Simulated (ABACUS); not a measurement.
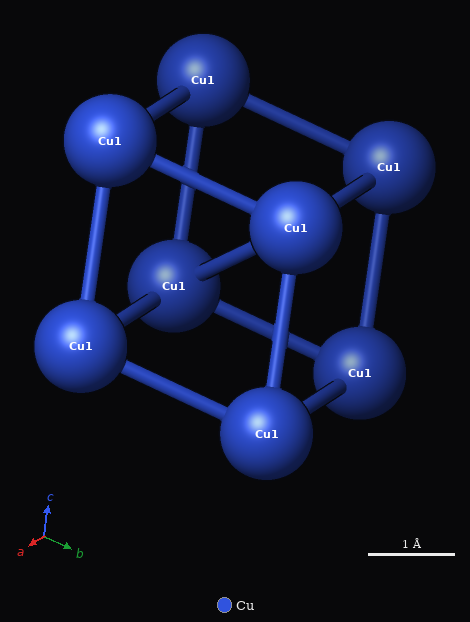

The structure as given in the input (ball-and-stick view of the cell of the calculation, seen slightly off an axis; atoms are numbered from 1 in the order of the input). Near neighbours in the crystal (not all of them lie inside the picture): Cu has 8 Cu at 2.43 to 2.49 Å.

Run report: Cu, converge calculation (part 1 of 2)

System: Cu (P-1, 1 atom in the cell).
Method: Kohn-Sham DFT of a periodic cell, PBE, Ansatz NC PBE, no spin polarisation (ABACUS 3.10.1).

The structure derives from a Materials Project entry. It belongs to a series of runs on one base structure; here: pseudo_rcut = 8.

**What the program printed**
```
ABACUS v3.10.1

               Atomic-orbital Based Ab-initio Computation at UStc

 ------------------------------------------------------------------------------------

 READING GENERAL INFORMATION
                           global_out_dir = OUT.Cu/
                           global_in_card = INPUT
                               pseudo_dir = ./
                              orbital_dir =
                                    DSIZE = 4
                                    GSIZE = 1

 READING UNITCELL INFORMATION
                                    ntype = 1
                  lattice constant (Bohr) = 1.88973
              lattice constant (Angstrom) = 1

 READING ATOM TYPE 1
                               atom label = Cu
                      L=0, number of zeta = 1
                      L=1, number of zeta = 1
                      L=2, number of zeta = 1
             number of atom for this type = 1

                        TOTAL ATOM NUMBER = 1
DIRECT COORDINATES
    atom                   x                   y                   z     mag                  vx                  vy                  vz
taud_Cu1            0.9741630000        0.0091860000        0.0042400000  0.0000        0.0000000000        0.0000000000        0.0000000000

                          Volume (Bohr^3) = 77.3231
                             Volume (A^3) = 11.4581

 Lattice vectors: (Cartesian coordinate: in unit of a_0)
             -1.45217            +1.45692            +1.40477
             +1.44094             -1.4141            +1.34809
             +1.45573            +1.41765            -1.35987
 Reciprocal vectors: (Cartesian coordinate: in unit of 2 pi/a_0)
          +0.00103592           +0.342285           +0.357939
            +0.346715         -0.00612601           +0.364769
            +0.344782           +0.347514         -0.00399887
 The esolver type has been set to : ksdft_pw

                PAO radial cut off (Bohr) = 8

 Read in pseudopotential file is Cu.upf
                     pseudopotential type = NC
          exchange-correlation functional = PBE
                 nonlocal core correction = 1
                        valence electrons = 19
                                     lmax = 3
                           number of zeta = 4
                     number of projectors = 7
                           L of projector = 0
                           L of projector = 0
                           L of projector = 1
                           L of projector = 1
                           L of projector = 2
                           L of projector = 2
                           L of projector = 3
     initial pseudo atomic orbital number = 10

 SETUP THE ELECTRONS NUMBER
            electron number of element Cu = 19
      total electron number of element Cu = 19
            AUTOSET number of electrons:  = 19
                           occupied bands = 10
                                   NBANDS = 14
                                   NLOCAL = 9

%%%%%%%%%%%%%%%%%%%%%%%%%%%%%%%%%%%%%%%%%%%%%%%%%%%%%%%%%%%%%%%%%%%%%%%%%%%%%%%%%%%%%%%%%%%%%%%%%%%%%%%%%%
 Warning: the number of valence electrons in pseudopotential > 11 for Cu: [Ar] 3d10 4s1
 Pseudopotentials with additional electrons can yield (more) accurate outcomes, but may be less efficient.
 If you're confident that your chosen pseudopotential is appropriate, you can safely ignore this warning.
%%%%%%%%%%%%%%%%%%%%%%%%%%%%%%%%%%%%%%%%%%%%%%%%%%%%%%%%%%%%%%%%%%%%%%%%%%%%%%%%%%%%%%%%%%%%%%%%%%%%%%%%%%

 SETUP THE PLANE WAVE BASIS
 energy cutoff for charge/potential (unit:Ry) = 368
            fft grid for charge/potential = [ 30, 27, 30 ]
                        fft grid division = [ 1, 1, 1 ]
        big fft grid for charge/potential = [ 30, 27, 30 ]
                                     nbxx = 24300
                                     nrxx = 24300

 SETUP PLANE WAVES FOR CHARGE/POTENTIAL
                    number of plane waves = 9221
                         number of sticks = 581

 PARALLEL PW FOR CHARGE/POTENTIAL
     PROC   COLUMNS(POT)             PW
        1            581           9221
 --------------- sum -------------------
        1            581           9221
                            number of |g| = 4611
                                  max |g| = 33.2878
                                  min |g| = 0

----------- Double Check Mixing Parameters Begin ------------
mixing_type: broyden
mixing_beta: 0.7
mixing_gg0: 1
mixing_gg0_min: 0.1
mixing_ndim: 8
----------- Double Check Mixing Parameters End ------------

 LATTICE VECTORS: (CARTESIAN COORDINATE: IN UNIT OF A0)
             -1.45217            +1.45692            +1.40477
             +1.44094             -1.4141            +1.34809
             +1.45573            +1.41765            -1.35987
                       right hand lattice = 1
                                   NORM_A = 2.49095
                                   NORM_B = 2.42762
                                   NORM_C = 2.44502
                           ALPHA (DEGREE) = 107.05
                           BETA  (DEGREE) = 108.762
                           GAMMA (DEGREE) = 111.936

 The lattice vectors have been changed (STRU_SIMPLE.cif)

(for optimal symmetric configuration:)
                             BRAVAIS TYPE = 14
                     BRAVAIS LATTICE NAME = 14. Triclinic cell
                                    ibrav = 14
                                    IBRAV = 14
                                  BRAVAIS = TRICLINIC CELL
                       LATTICE CONSTANT A = 2.48193
                                B/A RATIO = 1.15835
                                C/A RATIO = 1.16711
                               COS(ALPHA) = 0.00239806
                                COS(BETA) = 0.580438
                               COS(GAMMA) = 0.597857
Original cell was already a primitive cell.
                        ROTATION MATRICES = 2
              PURE POINT GROUP OPERATIONS = 1
                   SPACE GROUP OPERATIONS = 2
                              POINT GROUP = C_1
                                       C2 = 0
                                       C3 = 0
                                       C4 = 0
                                       C6 = 0
                                       S1 = 0
                                       S3 = 0
                                       S4 = 0
                                       S6 = 0
               POINT GROUP IN SPACE GROUP = S_2

 SETUP K-POINTS
                                    nspin = 1
                   Input type of k points = Monkhorst-Pack(Gamma)
                                   nkstot = 512
                       right hand lattice = 1
(for reciprocal lattice: )
                             BRAVAIS TYPE = 14
                     BRAVAIS LATTICE NAME = 14. Triclinic cell
                                    ibrav = 14
                       right hand lattice = 1
(for k-lattice: )
                             BRAVAIS TYPE = 14
                     BRAVAIS LATTICE NAME = 14. Triclinic cell
                                    ibrav = 14
                       right hand lattice = 1
                        ROTATION MATRICES = 2
                               nkstot_ibz = 260
K-POINTS REDUCTION ACCORDING TO SYMMETRY
     IBZ    DIRECT_X    DIRECT_Y    DIRECT_Z  WEIGHT  ibz2bz
       1  0.00000000  0.00000000  0.00000000  0.0020       0
       2  0.12500000  0.00000000  0.00000000  0.0039       1
       3  0.25000000  0.00000000  0.00000000  0.0039       2
       4  0.37500000  0.00000000  0.00000000  0.0039       3
       5  0.50000000  0.00000000  0.00000000  0.0020       4
       6  0.00000000  0.12500000  0.00000000  0.0039       8
       7  0.12500000  0.12500000  0.00000000  0.0039       9
       8  0.25000000  0.12500000  0.00000000  0.0039      10
       9  0.37500000  0.12500000  0.00000000  0.0039      11
      10  0.50000000  0.12500000  0.00000000  0.0039      12
      11  0.37500000 -0.12500000  0.00000000  0.0039      13
      12  0.25000000 -0.12500000  0.00000000  0.0039      14
      13 -0.12500000  0.12500000  0.00000000  0.0039      15
      14  0.00000000  0.25000000  0.00000000  0.0039      16
      15  0.12500000  0.25000000  0.00000000  0.0039      17
      16  0.25000000  0.25000000  0.00000000  0.0039      18
      17  0.37500000  0.25000000  0.00000000  0.0039      19
      18  0.50000000  0.25000000  0.00000000  0.0039      20
      19  0.37500000 -0.25000000  0.00000000  0.0039      21
      20 -0.25000000  0.25000000  0.00000000  0.0039      22
      21 -0.12500000  0.25000000  0.00000000  0.0039      23
      22  0.00000000  0.37500000  0.00000000  0.0039      24
      23  0.12500000  0.37500000  0.00000000  0.0039      25
      24  0.25000000  0.37500000  0.00000000  0.0039      26
      25  0.37500000  0.37500000  0.00000000  0.0039      27
      26  0.50000000  0.37500000  0.00000000  0.0039      28
      27 -0.37500000  0.37500000  0.00000000  0.0039      29
      28 -0.25000000  0.37500000  0.00000000  0.0039      30
      29 -0.12500000  0.37500000  0.00000000  0.0039      31
      30  0.00000000  0.50000000  0.00000000  0.0020      32
[... 230 further k points ...]

                               nkstot now = 260
[... K-POINTS DIRECT COORDINATES: 260 rows ...]

           k-point number in this process = 65
       minimum distributed K point number = 65
[... stars of the k points ...]

[... K-POINTS CARTESIAN COORDINATES: 65 rows ...]

[... K-POINTS DIRECT COORDINATES: 65 rows ...]

 SETUP PLANE WAVES FOR WAVE FUNCTIONS
     energy cutoff for wavefunc (unit:Ry) = 92
              fft grid for wave functions = [ 30, 27, 30 ]
                    number of plane waves = 1755
                         number of sticks = 193

 PARALLEL PW FOR WAVE FUNCTIONS
     PROC   COLUMNS(POT)             PW
        1            193           1755
 --------------- sum -------------------
        1            193           1755

 SETUP NONLOCAL PSEUDOPOTENTIALS IN PLANE WAVE BASIS
 Cu non-local projectors:
 projector 1 L=0
 projector 2 L=0
 projector 3 L=1
 projector 4 L=1
 projector 5 L=2
 projector 6 L=2
 projector 7 L=3
      TOTAL NUMBER OF NONLOCAL PROJECTORS = 25

 Init Non-Local PseudoPotential table :
 Init Non-Local-Pseudopotential done.

                                     npwx = 1160

 Make real space PAO into reciprocal space.
       max mesh points in Pseudopotential = 801
     dq(describe PAO in reciprocal space) = 0.01
                                    max q = 1155

 number of pseudo atomic orbitals for Cu is 4
WARNING: norm of atomic wavefunction # 3 of atomic type Cu is 0.999984, renormalized
WARNING: norm of atomic wavefunction # 4 of atomic type Cu is 0.998564, renormalized

 -------------------------------------------
 SELF-CONSISTENT
 -------------------------------------------
                                 init_chg = atomic

 PW ALGORITHM --------------- ION=   1  ELEC=   1--------------------------------

 Density error is 0.256943205977
                          Error Threshold = 0.01
----------------------------------------------------------
     Energy           Rydberg                 eV
----------------------------------------------------------
 E_KohnSham     -379.3909017700      -5161.8780334298
 E_Harris       -388.6324962899      -5287.6163775066
 E_Fermi        1.4420291172         19.6198126765
----------------------------------------------------------

 PW ALGORITHM --------------- ION=   1  ELEC=   2--------------------------------

 Density error is 0.333007354878
                          Error Threshold = 0.00135233266304
----------------------------------------------------------
     Energy           Rydberg                 eV
----------------------------------------------------------
 E_KohnSham     -379.4555014261      -5162.7569568425
 E_Harris       -369.1694822963      -5022.8084869396
 E_Fermi        1.2566195303         17.0971858307
----------------------------------------------------------

 PW ALGORITHM --------------- ION=   1  ELEC=   3--------------------------------

 Density error is 0.000279227112242
                          Error Threshold = 0.00135233266304
```
